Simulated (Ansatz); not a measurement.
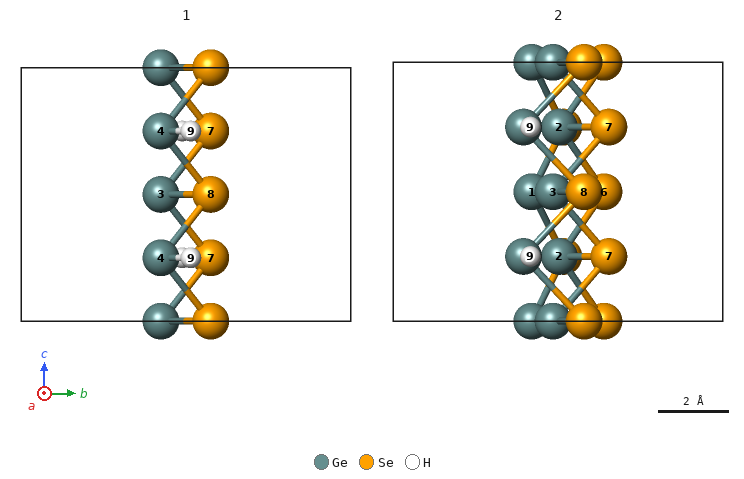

Two geometries of a wire of composition Ge2HSe2, drawn at one scale. One is the start of a relaxation, the other its converged end. The picture is a ball-and-stick view of the 2 repeat of the cell, with the vacuum cut short, seen along the a axis.

Theory: Ansatz, DFT PBE, scalar-relativistic, plane waves, PAW. (plane-wave cutoff 420 eV; k-point mesh 1 × 1 × 15; occupations gaussian; smearing width 0.05 eV; no spin polarisation; cell relaxed at fixed a, b, alpha, beta, gamma; force threshold 0.02 eV/Å; at most 45 steps)

**Which geometry has the lower energy?**

Structure 2 is the relaxed one. Case: zigzag ribbon, 4 formula units a period, edges capped with H. The largest move relative to the centre of the atoms is that of an H atom, 1.10 Å. Largest moves by element: H 1.10 Å, Ge 0.80 Å, Se 0.76 Å. Along the periodic axis the drawn cell goes c 7.339 → 7.494 Å (+2.1 %). Near-neighbour distances that change, for instance: Ge–Se 2.563 → 2.470 Å, Ge–Se 2.563 → 2.493 Å, Ge–Se 2.563 → 2.629 Å, Ge–H 1.540 → 1.598 Å. Among the angles between lasting bonds that change: Ge–Se–Ge 91.4° → 81.5°, Ge–Se–Ge 91.4° → 85.2°, Se–Ge–Se 91.4° → 96.3°. Over 20 accepted moves (25 points after the start) the energy falls by 0.211 eV per cell of the calculation. The largest force component goes from 0.88 to 0.0047 eV/Å. The line search rejected the trial steps at points 17, 19, 21, 23 of the run. At 1 point the geometry stayed and the basis and grid were re-selected for the new cell (energy shift of 1.0 meV per cell of the calculation at most each time). Cost: 7.9 min on 4 threads of Intel(R) Xeon(R) Platinum 8375C CPU @ 2.90GHz (Ice Lake), on a shared host, peak memory 1.8 GiB.
